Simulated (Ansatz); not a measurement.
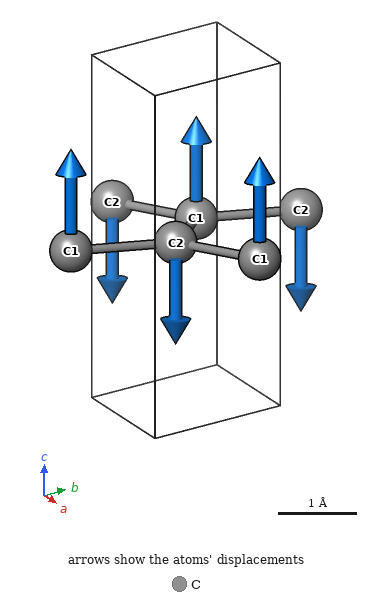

The lowest optical mode of solid C (a generated structure), space group P6/mmm (No. 191), at the zone centre. The blue arrows are the displacements of the atoms (eigenvector over the root of the mass), of arbitrary overall length and sign. The picture is a ball-and-stick view of the cell of the calculation, seen slightly off an axis.

Computed with DFT PBE, scalar-relativistic, plane waves, PAW in Ansatz 0.2.0.

Input
```yaml
crystal:
  lattice:
    - [2.4665073672, 0.0, 0.0]
    - [-1.2332536836, 2.1360580386, 0.0]
    - [0.0, 0.0, 4.5187044161]
  atoms:
    - { symbol: C, position: [0.3333333333, 0.6666666667, 0.5] }
    - { symbol: C, position: [0.6666666667, 0.3333333333, 0.5] }
basis:
  ecutwfc: 420
kpoints:
  mp_grid: { grid: [24, 24, 12] }
hamiltonian:
  xc: pbe
scf:
  occupations: { method: fermi_dirac, width: 0.15 }
output:
  eigenvalues: true
phonons:
  method: dfpt
  eigenvectors: true
```

Command:
```bash
ansatz run input.yaml --threads 1 --pin off --max-ram 2560MiB --backend cpu --events-out ev --progress --plain --runs-dir out
```

The frequencies depend somewhat on the k-mesh and the smearing.

### Is this crystal at a minimum with respect to the drawn distortion?

Yes: this softest mode has a real frequency, and so have all others here. That speaks for this wave vector alone: the rest of the zone wasn't checked in this run. This is the B₁g mode at 108.1 meV, the lowest optical level, silent by symmetry (neither infrared- nor Raman-active). All motion is along c; atoms of one kind move against one another, with no net shift of their sublattice; the C–C bond lengths don't change to first order, so for these it is a bending, tilting or sliding motion.

Limits of the set-up: layers or molecules are held without a dispersion correction, so their spacing is unreliable.
